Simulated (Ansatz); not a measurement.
## TaN: single-point calculation (part 1 of 3)

TaN (Fm-3m, 4 atoms in the cell), computed with DFT PBE+U, scalar-relativistic, plane waves, PAW, Ueff = 6 eV on Ta atom 1 d; Ueff = 6 eV on Ta atom 3 d (Ansatz 0.2.0).

The structure derives from an entry of the Crystallography Open Database. The run did not end well. It belongs to a series of runs on one base structure; here: ferromagnetic start, free, default search. Figures and captions count atoms from 1; the log counts them from 0 in places.

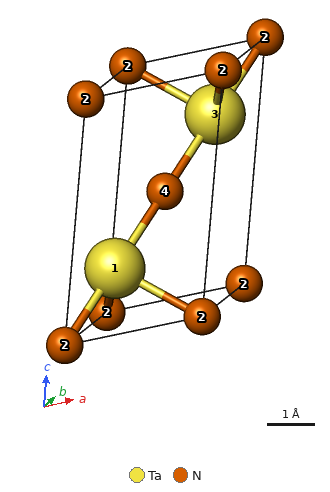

*The structure (ball-and-stick view of the reduced cell, seen slightly off an axis; atoms are numbered from 1 in the order of the input).*

The input
```yaml
crystal:
  lattice:
    - [0.0, 2.17900131, 2.17900131]
    - [2.17900131, 0.0, 2.17900131]
    - [4.35800262, 4.35800262, 0.0]
  atoms:
    - { symbol: Ta, position: [0.5, 0.5, 0.25], spin: 2.0 }
    - { symbol: "N", position: [0.0, 0.0, 0.0] }
    - { symbol: Ta, position: [0.5, 0.5, 0.75], spin: 2.0 }
    - { symbol: "N", position: [0.0, 0.0, 0.5] }
basis:
  ecutwfc: 420
  ecutrho_ratio: 4
kpoints:
  mp_grid: { grid: [7, 7, 7] }
hamiltonian:
  xc: pbe
  hubbard:
    sites: [{ site: 0, l: d, u_eff: 6.0 }, { site: 2, l: d, u_eff: 6.0 }]
scf:
  occupations: { method: gaussian, width: 0.05 }
output:
  forces: true
  stress: true
  eigenvalues: true
  populations: true
  hubbard: { sites: [{ site: 0, l: d }, { site: 2, l: d }] }
magnetization:
  spin_polarized: true
```

Hardware: 2 threads of Intel Xeon @ 2.50GHz (Skylake/Cascade Lake), 192 GiB of memory available, shared host.

Launched with:
```bash
ansatz run input.yaml --threads 2 --pin off --max-ram 3072MiB --backend cpu --events-out ev --progress --plain --runs-dir out
```

The program's output
```
Ta: projections on atomic orbitals take those of the free atom [Kr 4d10 4f14] 5s2 5p6 5d3 6s2, of charge +0.00 (hamiltonian.pseudopotentials.projection_atoms); the dataset's partial waves leave at most 6.0e-5 of an orbital's norm unspanned inside its sphere
N: projections on atomic orbitals take those of the free atom [He] 2s2 2p3, of charge +0.00 (hamiltonian.pseudopotentials.projection_atoms); the dataset's partial waves leave at most 9.3e-9 of an orbital's norm unspanned inside its sphere
Engine: ansatz 0.2.0, x86_64-unknown-linux-gnu
Pseudopotentials: kind: paw
Pseudopotential: Ta, paw, valence charge 13, recommended cutoff 420 eV (normal), Ta.paw.azcp
Pseudopotential: N, paw, valence charge 5, recommended cutoff 420 eV (normal), N.paw.azcp
Functional definition: PBE
  parameter kappa = 0.804
  parameter beta = 0.06672455060314922
  exchange = pbe_x(kappa = kappa, mu = beta*pi^2/3)
  correlation = pbe_c(beta = beta)
Crystal: 4 atoms, lattice volume = 41.384 Å³
Basis set: ecut = 420 eV, 821 PW (Γ), exchange–correlation on 48×48×90 points (8 copies of the dense FFT grid, shifted against one another)
Bands: 24, of which v1, the nominal top of the filled ones, is band 18 counted from 1 (17 counted from 0)
Symmetry: 24 space group operations
Space group: Fm-3m (ITA 225), of the structure as read, at distance tolerance 3.5e-5 Å
Magnetic group: BNS 225.116 (UNI 1618), of the structure as read, at distance tolerance 3.5e-5 Å
k-points: 44 of 343
Non-local potential: Ta, projectors of the file, l = 0: 3, l = 1: 2, l = 2: 2, l = 3: 1
Non-local potential: N, projectors of the file, l = 0: 2, l = 1: 2, l = 2: 1
PAW form: soft (Blöchl's): semilocal exchange-correlation on the pseudo side does not see the compensation charge
PAW one-centre angular grid: Ta, 590 points (default); XC on 64 Gauss nodes
PAW one-centre angular grid: N, 110 points (default); XC on 64 Gauss nodes
Initial density: superposition of atomic densities (chi_scale 0.1, normalization cell, long waves kept (reshape's long-wave potential 0.00 eV rms))
Starting moments: Σ|m| = 4 μB on 2 of 4 sites
Initial wavefunctions: pseudopotential atomic-orbital guess
Functional: x = pbe(κ = 0.804, μ = 0.2195149727645171), c = pbe(β = 0.06672455060314922)
```
